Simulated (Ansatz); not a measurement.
**Geometry relaxation of TiO2**

TiO2 (I4₁/amd, 6 atoms in the cell), computed with DFT PBE, scalar-relativistic, plane waves, PAW, no spin polarisation (Ansatz 0.2.0).

The structure derives from an entry of the Crystallography Open Database. It belongs to a series of runs on one base structure; here: volume × 1.06, shape and atoms relaxed. Figures and captions count atoms from 1; the log counts them from 0 in places.

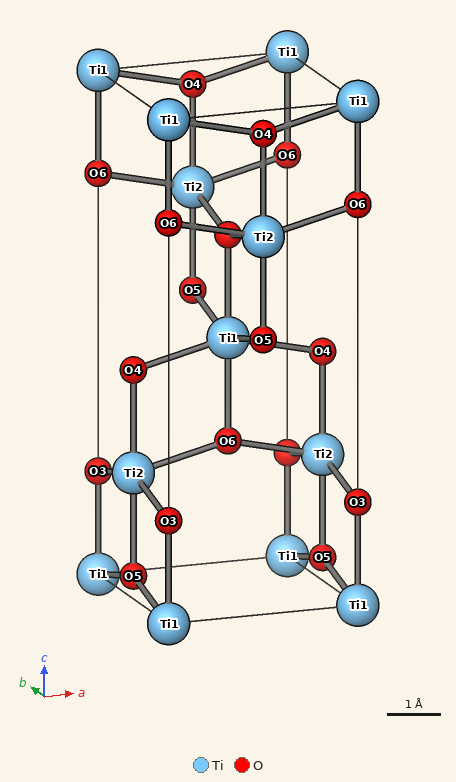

Figure 1. The starting structure (ball-and-stick view of the cell 2 times as large as that of the calculation, set on its symmetry axes, seen slightly off an axis; atoms are numbered from 1 in the order of the input). An atom can appear more than once, as a periodic image.

Key numbers

- outcome: converged
- space group (tolerance 0.01 Å): I4₁/amd (141)
- electrons treated: 48
- free energy: −7277.3744 eV
- Fermi energy: 7.262 eV
- gap on the k-point mesh: 2.12 eV
- pressure: −9.25 GPa
- final volume: 74.18 Å³
- largest force (length of the vector) at the end: 0.004 eV/Å
- final cell: a = 5.704 Å, b = 5.704 Å, c = 5.704 Å, α = 140.59°, β = 140.59°, γ = 56.96°
- hardware: 2 threads of Intel Xeon @ 2.50GHz (Skylake/Cascade Lake), 32 GiB of memory available, shared host
- wall time: 32 s (CPU time 61 s)
- peak memory: 0.55 GiB

Remarks

The cell is under a tension of 9.3 GPa at this level, so it is not at its equilibrium volume.

Input
```yaml
crystal:
  lattice:
    - [-1.9285498357, 1.9285498357, 4.9863212897]
    - [1.9285498357, -1.9285498357, 4.9863212897]
    - [1.9285498357, 1.9285498357, -4.9863212897]
  atoms:
    - { symbol: Ti, position: [0.0, 0.0, 0.0] }
    - { symbol: Ti, position: [0.75, 0.25, 0.5] }
    - { symbol: O, position: [0.204425041, 0.204425041, 0.0] }
    - { symbol: O, position: [0.954425041, 0.454425041, 0.5] }
    - { symbol: O, position: [0.545574959, 0.045574959, 0.5] }
    - { symbol: O, position: [0.795574959, 0.795574959, 0.0] }
basis:
  ecutwfc: 420
kpoints:
  mp_grid: { grid: [10, 10, 10] }
hamiltonian:
  xc: pbe
scf:
  occupations: { method: gaussian, width: 0.02 }
output:
  forces: true
  stress: true
  eigenvalues: true
relax:
  adjacent_minimum: "off"
  f_tol: 0.01
  max_steps: 30
  cell: { stress_tol: 0.1, fix: [volume] }
```

Command:
```bash
ansatz run input.yaml --threads 2 --pin off --max-ram 5120MiB --backend cpu --events-out ev --progress --plain --runs-dir out
```

Output
```
basis.fft_grid_basis auto: the FFT boxes are laid along the combinations [[1, 0, 1], [0, 1, 1], [0, 0, 1]] of the cell's own vectors, 3.857, 3.857 and 5.683 Å long. The dense box has 27×27×40 points. Along the cell's own vectors, as sized, it would have 40×40×40, 2.19 times as many. Of the 16 symmetry operations that the crystal satisfies within crystal.symmetry.tolerance (time reversal apart; of a slab, those that keep its plane) the dense box along the cell's own vectors carries 16, and the one as laid loses 14 of those. basis.fft_grid_basis: typed keeps the cell's own vectors: state it where this run's energies or levels are differenced outside the engine with another run's, or held beside a run that keeps those vectors.
Engine: ansatz 0.2.0, x86_64-unknown-linux-gnu
Pseudopotentials: kind: paw
Pseudopotential: Ti, paw, valence charge 12, recommended cutoff 420 eV (normal), Ti.paw.azcp
Pseudopotential: O, paw, valence charge 6, recommended cutoff 420 eV (normal), O.paw.azcp
Functional definition: PBE
  parameter kappa = 0.804
  parameter beta = 0.06672455060314922
  exchange = pbe_x(kappa = kappa, mu = beta*pi^2/3)
  correlation = pbe_c(beta = beta)
Crystal: 6 atoms, lattice volume = 74.183 Å³
Basis set: ecut = 420 eV, 1477 PW (Γ), FFT grids on a1+a3, a2+a3, a3, exchange–correlation on 54×54×80 points (8 copies of the dense FFT grid, shifted against one another)
Bands: 30, of which v1, the nominal top of the filled ones, is band 24 counted from 1 (23 counted from 0)
Symmetry: 16 space group operations
Space group: I41/amd (ITA 141), of the structure as read, at distance tolerance 4.2e-5 Å
k-points: 102 of 1000
Non-local potential: Ti, projectors of the file, l = 0: 3, l = 1: 2, l = 2: 3, l = 3: 1
Non-local potential: O, projectors of the file, l = 0: 2, l = 1: 2, l = 2: 1
PAW form: soft (Blöchl's): semilocal exchange-correlation on the pseudo side does not see the compensation charge
PAW one-centre angular grid: Ti, 590 points (default); XC on 64 Gauss nodes
PAW one-centre angular grid: O, 110 points (default); XC on 64 Gauss nodes
Initial density: superposition of atomic densities (neutral atoms: chi_scale 0, normalization atom), corrected by the library's trained network
Initial wavefunctions: pseudopotential atomic-orbital guess
Functional: x = pbe(κ = 0.804, μ = 0.2195149727645171), c = pbe(β = 0.06672455060314922)
SCF iter   1: F=—  HF=-7277.367988 eV  |F-HF|=—  |Δ(HF+E_count)|=         —  Δρ=3.04e-3  dr2=1.92e-3  ethr=1.77e-3  ⟨swp⟩=5.2  Hψ=12532  notcnv=0
preconditioner: auto → Resta (q_TF=auto, 2.537 Å⁻¹)  ε∞=8.1  [insulator: Δε(μ)=2.050 eV  Ē_g=9.137 eV  σ=0.020 eV  W_gap=1.00  n_scr=24 (ndim 8)  ℏωp=24.4 eV  f_vac=0.119  D(μ)=0.00/eV (n_scr^D=0)  ε∞_Penn≈8.1]
SCF iter   2: F=—  HF=-7277.369508 eV  |F-HF|=—  |Δ(HF+E_count)|=   1.52e-3  Δρ=1.62e-3  dr2=6.09e-4  ethr=4.01e-6  ⟨swp⟩=2.4  Hψ=5611  notcnv=0  defer=129
SCF iter   3: F=—  HF=-7277.370387 eV  |F-HF|=—  |Δ(HF+E_count)|=   8.79e-4  Δρ=9.87e-4  dr2=6.70e-4  ethr=1.27e-6  ⟨swp⟩=2.0  Hψ=4954  notcnv=0  defer=129
SCF iter   4: F=—  HF=-7277.370359 eV  |F-HF|=—  |Δ(HF+E_count)|=   2.79e-5  Δρ=1.60e-4  dr2=1.47e-5  ethr=1.27e-6  ⟨swp⟩=2.0  Hψ=3937  notcnv=0  defer=129
SCF iter   5: F=—  HF=-7277.370191 eV  |F-HF|=—  |Δ(HF+E_count)|=   1.68e-4  Δρ=5.60e-5  dr2=1.84e-6  ethr=3.05e-8  ⟨swp⟩=2.4  Hψ=5011  notcnv=0  defer=129
SCF iter   6: F=—  HF=-7277.370193 eV  |F-HF|=—  |Δ(HF+E_count)|=   1.96e-6  Δρ=1.77e-5  dr2=1.45e-7  ethr=3.83e-9  ⟨swp⟩=2.0  Hψ=4259  notcnv=0  defer=129
SCF iter   7: F=-7277.370193 eV  HF=-7277.370193 eV  |F-HF|=1.05e-8  |Δ(HF+E_count)|=   3.60e-7  Δρ=3.86e-6  dr2=5.54e-9  ethr=2.08e-10  ⟨swp⟩=7.4  Hψ=11632  notcnv=0
SCF 1 converged in 7 iterations: F = -7277.370193 eV  dr2 = 5.54e-9
  greatest PAW one-centre occupation: 0.999 electrons in one spin orbital (limit 2), on the Ti atom at site 1 (counted from 0), in its partial waves of l = 0
relax step   1: F+E_penalty+E_count = -7277.37019340 eV  Δ(F+E_penalty+E_count) = +0.000e0 eV  max|allowed force component| = 1.360e-1 eV/Å  Δτ_max = 0.0000 Å  P = -9.837 GPa  Ω = 74.183 Å³  fix = [volume]  reactions: volume -9.837 GPa  (7 SCF iters, dr2 threshold 1.00e-7 eV, accepted)
Initial density: handed on by an earlier stage of this run
Initial wavefunctions: those handed on with the density
iter 1 solved again at ethr=1.03e-6 eV; its pass at ethr=3.10e-3 eV (dr2=4.94e-4 eV) is discarded
SCF iter   1: F=—  HF=-7277.373812 eV  |F-HF|=—  |Δ(HF+E_count)|=         —  Δρ=8.67e-4  dr2=3.67e-4  ethr=1.03e-6  ⟨swp⟩=2.1  Hψ=16884  notcnv=0
preconditioner: auto → Resta (q_TF=auto, 2.537 Å⁻¹)  ε∞=8.1  [insulator: Δε(μ)=2.101 eV  Ē_g=9.159 eV  σ=0.020 eV  W_gap=1.00  n_scr=24 (ndim 8)  ℏωp=24.4 eV  f_vac=0.121  D(μ)=0.00/eV (n_scr^D=0)  ε∞_Penn≈8.1]
SCF iter   2: F=—  HF=-7277.373610 eV  |F-HF|=—  |Δ(HF+E_count)|=   2.01e-4  Δρ=4.82e-4  dr2=1.46e-4  ethr=7.65e-7  ⟨swp⟩=2.5  Hψ=4792  notcnv=0
SCF iter   3: F=—  HF=-7277.373630 eV  |F-HF|=—  |Δ(HF+E_count)|=   1.99e-5  Δρ=4.69e-4  dr2=1.57e-4  ethr=3.05e-7  ⟨swp⟩=2.7  Hψ=5812  notcnv=0
SCF iter   4: F=—  HF=-7277.373604 eV  |F-HF|=—  |Δ(HF+E_count)|=   2.58e-5  Δρ=6.61e-5  dr2=2.97e-6  ethr=3.05e-7  ⟨swp⟩=2.0  Hψ=4212  notcnv=0
SCF iter   5: F=-7277.373606 eV  HF=-7277.373605 eV  |F-HF|=3.48e-7  |Δ(HF+E_count)|=   1.01e-6  Δρ=2.05e-5  dr2=3.04e-7  ethr=1.25e-9  ⟨swp⟩=5.5  Hψ=12259  notcnv=0
SCF 2 converged in 5 iterations: F = -7277.373606 eV  dr2 = 3.04e-7
relax step   2: F+E_penalty+E_count = -7277.37360582 eV  Δ(F+E_penalty+E_count) = -3.412e-3 eV  max|allowed force component| = 5.071e-2 eV/Å  Δτ_max = 0.0100 Å  P = -9.479 GPa  Ω = 74.183 Å³  energy of the carried Pulay correction = -4.939e-17 eV  fix = [volume]  reactions: volume -9.479 GPa  (5 SCF iters, dr2 threshold 6.00e-7 eV, accepted)
iter 1 solved again at ethr=4.21e-7 eV; its pass at ethr=3.10e-3 eV (dr2=2.02e-4 eV) is discarded
SCF iter   1: F=—  HF=-7277.374366 eV  |F-HF|=—  |Δ(HF+E_count)|=         —  Δρ=5.43e-4  dr2=1.49e-4  ethr=4.21e-7  ⟨swp⟩=2.2  Hψ=16874  notcnv=0
preconditioner: auto → Resta (q_TF=auto, 2.537 Å⁻¹)  ε∞=8.1  [insulator: Δε(μ)=2.123 eV  Ē_g=9.171 eV  σ=0.020 eV  W_gap=1.00  n_scr=24 (ndim 8)  ℏωp=24.4 eV  f_vac=0.121  D(μ)=0.00/eV (n_scr^D=0)  ε∞_Penn≈8.1]
SCF iter   2: F=—  HF=-7277.374192 eV  |F-HF|=—  |Δ(HF+E_count)|=   1.73e-4  Δρ=3.04e-4  dr2=5.98e-5  ethr=3.11e-7  ⟨swp⟩=2.2  Hψ=4674  notcnv=0
SCF iter   3: F=—  HF=-7277.374200 eV  |F-HF|=—  |Δ(HF+E_count)|=   7.37e-6  Δρ=2.75e-4  dr2=5.45e-5  ethr=1.25e-7  ⟨swp⟩=2.4  Hψ=5128  notcnv=0
SCF iter   4: F=—  HF=-7277.374191 eV  |F-HF|=—  |Δ(HF+E_count)|=   8.76e-6  Δρ=4.43e-5  dr2=1.39e-6  ethr=1.14e-7  ⟨swp⟩=2.0  Hψ=4171  notcnv=0
SCF iter   5: F=-7277.374192 eV  HF=-7277.374192 eV  |F-HF|=1.88e-7  |Δ(HF+E_count)|=   5.43e-7  Δρ=1.44e-5  dr2=1.51e-7  ethr=3.35e-10  ⟨swp⟩=3.0  Hψ=11796  notcnv=0
SCF 3 converged in 5 iterations: F = -7277.374192 eV  dr2 = 1.51e-7
relax step   3: F+E_penalty+E_count = -7277.37419182 eV  Δ(F+E_penalty+E_count) = -5.860e-4 eV  max|allowed force component| = 3.711e-3 eV/Å  Δτ_max = 0.0063 Å  P = -9.254 GPa  Ω = 74.183 Å³  fix = [volume]  reactions: volume -9.254 GPa  (5 SCF iters, dr2 threshold 1.61e-7 eV, accepted)
Initial wavefunctions: pseudopotential atomic-orbital guess (no wavefunctions were taken with the density)
iter 1 solved again at ethr=6.63e-9 eV; its pass at ethr=3.10e-3 eV (dr2=3.18e-6 eV) is discarded
SCF iter   1: F=—  HF=-7277.374476 eV  |F-HF|=—  |Δ(HF+E_count)|=         —  Δρ=6.98e-5  dr2=3.86e-7  ethr=6.63e-9  ⟨swp⟩=3.3  Hψ=21866  notcnv=0
preconditioner: auto → Resta (q_TF=auto, 2.537 Å⁻¹)  ε∞=8.1  [insulator: Δε(μ)=2.122 eV  Ē_g=9.172 eV  σ=0.020 eV  W_gap=1.00  n_scr=24 (ndim 8)  ℏωp=24.4 eV  f_vac=0.122  D(μ)=0.00/eV (n_scr^D=0)  ε∞_Penn≈8.1]
SCF iter   2: F=—  HF=-7277.374349 eV  |F-HF|=—  |Δ(HF+E_count)|=   1.26e-4  Δρ=3.70e-5  dr2=1.62e-7  ethr=8.03e-10  ⟨swp⟩=2.0  Hψ=5500  notcnv=0
SCF iter   3: F=—  HF=-7277.374362 eV  |F-HF|=—  |Δ(HF+E_count)|=   1.22e-5  Δρ=1.62e-5  dr2=1.93e-7  ethr=3.38e-10  ⟨swp⟩=2.0  Hψ=4683  notcnv=0
SCF iter   4: F=—  HF=-7277.374361 eV  |F-HF|=—  |Δ(HF+E_count)|=   1.11e-7  Δρ=4.24e-6  dr2=1.08e-8  ethr=3.38e-10  ⟨swp⟩=2.0  Hψ=4068  notcnv=0
SCF iter   5: F=—  HF=-7277.374362 eV  |F-HF|=—  |Δ(HF+E_count)|=   1.09e-7  Δρ=1.74e-6  dr2=2.46e-9  ethr=2.25e-11  ⟨swp⟩=2.0  Hψ=4360  notcnv=0
SCF iter   6: F=-7277.374362 eV  HF=-7277.374362 eV  |F-HF|=8.37e-11  |Δ(HF+E_count)|=   1.16e-8  Δρ=5.65e-7  dr2=8.68e-11  ethr=1.00e-12  ⟨swp⟩=3.0  Hψ=11136  notcnv=0
SCF 4 converged in 6 iterations: F = -7277.374362 eV  dr2 = 8.68e-11
relax step   4: F+E_penalty+E_count = -7277.37436153 eV  Δ(F+E_penalty+E_count) = -1.697e-4 eV  max|allowed force component| = 3.781e-3 eV/Å  Δτ_max = 0.0000 Å  P = -9.254 GPa  Ω = 74.183 Å³  fix = [volume]  reactions: volume -9.254 GPa  stress off target by 9.37e-2 GPa on what of the cell is left free  SCF on the basis re-selected at this cell (its energy is not comparable with the rows above)  (6 SCF iters)
```

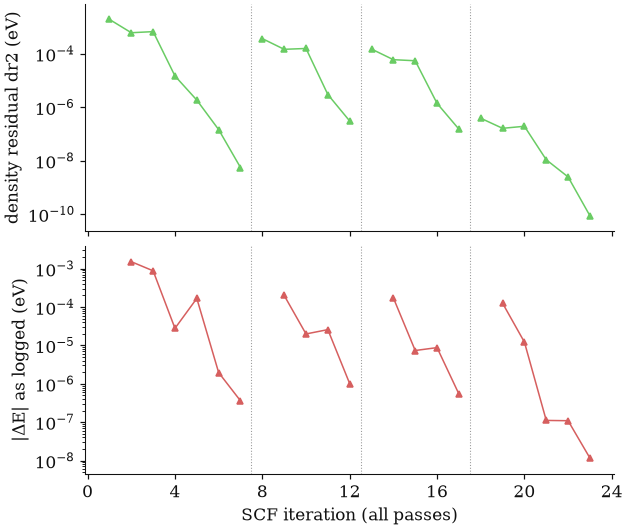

Figure 2. Convergence of the self-consistent field: density residual dr2 and size of the energy change against the SCF iteration. The dotted lines part the SCF passes of the relaxation: geometry steps, rejected trials and re-solves on a re-selected basis. The passes take 7, 5, 5 and 6 iterations.

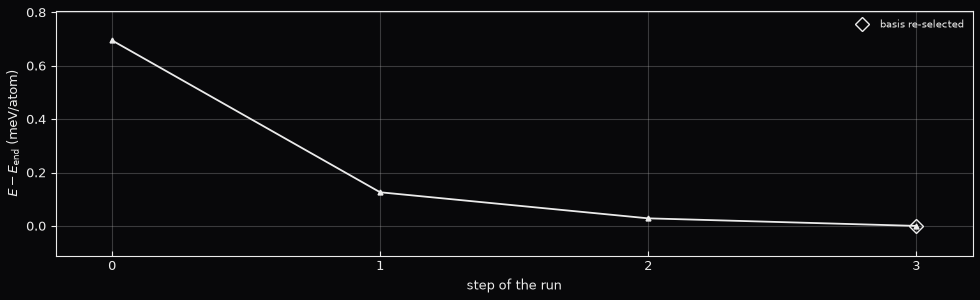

Figure 3. Progress of the relaxation, step by step (the first geometry is step 0 here and step 1 in the log).

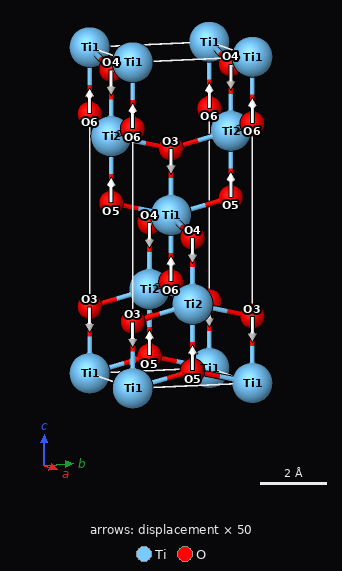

Figure 4. The starting structure with the displacements (without the part carried along by the change of the cell) as white arrows, magnified 50 times (ball-and-stick view of the cell 2 times as large as that of the calculation, set on its symmetry axes, seen slightly off an axis). After 2 geometry steps the energy has fallen by 0.7 meV per atom. Largest force component: 0.14 eV/Å at the start, 0.0038 eV/Å at the end. The pressure goes from −9.84 to −9.25 GPa. The largest moves relative to the cell, 0.016 Å, are those of O3, O4, O5 and O6. Ti stays in place. The drawn cell changes at constant volume: a = b 3.857 → 3.847 Å (−0.3 %), c 9.973 → 10.027 Å (+0.5 %). Distances before and after: Ti1–O3 2.039 → 2.033 Å. The space group stays I4_1/amd (No. 141). A last SCF at the same geometry on a re-selected plane-wave basis shifts the energy by next to nothing (0.0 meV per atom). (Atoms are counted from 1 in the order of the input.)

```
basis re-selected at this cell: Δ(F+E_penalty+E_count) = -1.697e-4 eV, ΔP = -0.000 GPa vs the last step (what re-selecting the basis moved, of the pressure what is left beyond the Pulay correction that the steps carried, after the strain that the cell walked since its last selection, with what the two solves' SCF thresholds leave and, on support functions, any second-order correction that the steps lacked; it is no measure of the basis error at this ecutwfc). This SCF's stress stands 9.37e-2 GPa from its target on what of the cell is left free (relax.cell.stress_tol is 1.00e-1 GPa) and its largest allowed force component is 3.78e-3 eV/Å (relax.f_tol is 1.00e-2 eV/Å): within both
SCF converged after 6 iterations
Free energy (F): -7277.374362 eV
Harris-Foulkes:  -7277.374362 eV  (|F-HF|=8.37e-11)
Internal energy: -7277.374362 eV  (E = F + TS)
E sigma→0 (E₀):  -7277.374362 eV
Fermi energy:    7.261571 eV
--- Per-component energies (eV) ---
  E_band       = -504.738950
  E_kinetic    = 1237.542739
  E_local      = -3720.199646  (includes V_loc(G=0)·N_el)
  E_nonlocal   = 196.097330
  E_hartree    = 1438.205577
  E_xc         = -490.305183
  E_vxc        = -620.655290  (∫ρ·V_xc dr)
  E_paw        = -2720.594275  (= ΣΔE_a)
  E_vpaw       = -473.945351  (= ΣTr[D̂ρ^β])
  E_aug_tail   = 0.010266  (compensation charges beyond the density's cutoff)
  E_ewald      = -3218.131171
  E_smearing   = -0.000000  (= −TS)
  E_closure    = 0.000000  (closes the sum)
  Σ components = -7277.374362   (vs F -7277.374362, Δ=0.00e0)
--- Forces (eV/Å), atoms counted from 1 ---
  atom   1  Ti     0.00000000     0.00000000     0.00000000
  atom   2  Ti     0.00000000     0.00000000     0.00000000
  atom   3  O     -0.00000000    -0.00000000     0.00378056
  atom   4  O     -0.00000000    -0.00000000     0.00378056
  atom   5  O      0.00000000    -0.00000000    -0.00378056
  atom   6  O     -0.00000000    -0.00000000    -0.00378056
  max |Σ_I F_I| component: 1.47e-17 eV/Å
--- Stress (GPa, compression-positive) ---
       -9.300949       0.000000      -0.000000
        0.000000      -9.300949       0.000000
        0.000000       0.000000      -9.160450
  P = ⅓ Tr σ = -9.2541 GPa (-92.541 kbar)
--- Band table (eV; the first three rows and the last of 102) ---
  k-point 0: bands = ["-50.3293", "-50.2922", "-26.6999", "-26.5206", "-26.5206", "-26.4743", "-26.4743", "-26.4185", "-11.1123", "-10.1423", "-10.0762", "-9.6718", "2.4764", "2.5034", "2.5034", "3.0146", "4.3314", "4.3869", "4.3869", "5.4105", "5.4105", "5.4369", "5.9098", "5.9098", "8.3226", "8.8783", "10.1180", "10.1180", "10.1365", "10.1365"]
  k-point 1: bands = ["-50.3281", "-50.2928", "-26.6985", "-26.5334", "-26.5253", "-26.4816", "-26.4751", "-26.4166", "-11.0303", "-10.1088", "-10.0331", "-9.6580", "2.3263", "2.4142", "2.4812", "3.0367", "4.2096", "4.4481", "4.4792", "5.2098", "5.2296", "5.4933", "5.5058", "6.0045", "8.6904", "8.9391", "9.7134", "9.8598", "9.9561", "10.0357"]
  k-point 2: bands = ["-50.3247", "-50.2947", "-26.6946", "-26.5645", "-26.5371", "-26.5008", "-26.4755", "-26.4156", "-10.8034", "-10.0164", "-9.9276", "-9.6251", "2.0044", "2.2271", "2.4892", "3.1465", "3.8364", "4.3077", "4.4868", "4.7039", "4.7633", "5.1059", "5.6692", "6.1134", "8.9660", "9.2344", "9.3714", "9.6747", "9.6858", "10.0890"]
  k-point 101: bands = ["-50.3108", "-50.3108", "-26.5611", "-26.5611", "-26.5358", "-26.5358", "-26.4590", "-26.4590", "-10.6354", "-10.6354", "-9.8848", "-9.8848", "2.5623", "2.5623", "2.7406", "2.7406", "4.3991", "4.3991", "4.9350", "4.9350", "5.0719", "5.0719", "6.1740", "6.1740", "8.5927", "8.5927", "9.7808", "9.7808", "10.4768", "10.4768"]
--- Relaxed structure (3 steps of the walk, 3 accepted, 1 SCFs on fresh bases) ---
  F+E_penalty+E_count = -7277.37436153 eV   max|allowed force component| = 3.781e-3 eV/Å   (the final SCF, on the basis selected at the relaxed cell)
  cell:  # Å, volume = 74.1826 Å³
    - [-1.9232922457142274, 1.9232922457142274, 5.013620173210266]
    - [1.9232922457142274, -1.9232922457142274, 5.013620173210266]
    - [1.9232922457142274, 1.9232922457142274, -5.013620173210266]
  atoms:
    - { symbol: Ti, position: [-5.798274169109196e-20, -5.798274169109227e-20, -2.5651953955262906e-34] }
    - { symbol: Ti, position: [0.75, 0.25000000000000006, 0.5] }
    - { symbol: O, position: [0.20279099822799423, 0.20279099822799423, 1.3121467292452569e-34] }
    - { symbol: O, position: [0.9527909982279943, 0.4527909982279942, 0.49999999999999994] }
    - { symbol: O, position: [0.5472090017720057, 0.0472090017720057, 0.5] }
    - { symbol: O, position: [0.7972090017720057, 0.7972090017720057, 2.310517306335468e-34] }
```

Trajectory as extended XYZ (Å, eV, eV/Å), 4 frames, from step=1 to step=4
```
6
Lattice="-1.9285 1.9285 4.9863 1.9285 -1.9285 4.9863 1.9285 1.9285 -4.9863" Properties=species:S:1:pos:R:3:forces:R:3 step=1 energy=-7277.37019 pressure_GPa=-9.84
Ti    0.0000    0.0000    0.0000    0.0000   0.0000   0.0000
Ti    0.0000    1.9285    2.4932    0.0000   0.0000   0.0000
O     0.0000    0.0000    2.0387    0.0000   0.0000  -0.1360
O     0.0000    1.9285    4.5318    0.0000   0.0000  -0.1360
O     0.0000    1.9285    0.4545    0.0000   0.0000   0.1360
O     0.0000    0.0000    7.9340    0.0000   0.0000   0.1360
6
Lattice="-1.9254 1.9254 5.0026 1.9254 -1.9254 5.0026 1.9254 1.9254 -5.0026" Properties=species:S:1:pos:R:3:forces:R:3 step=2 energy=-7277.37361 pressure_GPa=-9.48
Ti    0.0000    0.0000    0.0000    0.0000   0.0000   0.0000
Ti    0.0000    1.9254    2.5013    0.0000   0.0000   0.0000
O     0.0000    0.0000    2.0353    0.0000   0.0000  -0.0507
O     0.0000    1.9254    4.5366    0.0000   0.0000  -0.0507
O     0.0000    1.9254    0.4660    0.0000   0.0000   0.0507
O     0.0000    0.0000    7.9698    0.0000   0.0000   0.0507
6
Lattice="-1.9233 1.9233 5.0136 1.9233 -1.9233 5.0136 1.9233 1.9233 -5.0136" Properties=species:S:1:pos:R:3:forces:R:3 step=3 energy=-7277.37419 pressure_GPa=-9.25
Ti    0.0000    0.0000    0.0000    0.0000   0.0000   0.0000
Ti    0.0000    1.9233    2.5068    0.0000   0.0000   0.0000
O     0.0000    0.0000    2.0334    0.0000   0.0000   0.0037
O     0.0000    1.9233    4.5402    0.0000   0.0000   0.0037
O     0.0000    1.9233    0.4734    0.0000   0.0000  -0.0037
O     0.0000    0.0000    7.9938    0.0000   0.0000  -0.0037
6
Lattice="-1.9233 1.9233 5.0136 1.9233 -1.9233 5.0136 1.9233 1.9233 -5.0136" Properties=species:S:1:pos:R:3:forces:R:3 step=4 energy=-7277.37436 pressure_GPa=-9.25
Ti    0.0000    0.0000    0.0000    0.0000   0.0000   0.0000
Ti    0.0000    1.9233    2.5068    0.0000   0.0000   0.0000
O     0.0000    0.0000    2.0334    0.0000   0.0000   0.0038
O     0.0000    1.9233    4.5402    0.0000   0.0000   0.0038
O     0.0000    1.9233    0.4734    0.0000   0.0000  -0.0038
O     0.0000    0.0000    7.9938    0.0000   0.0000  -0.0038
```
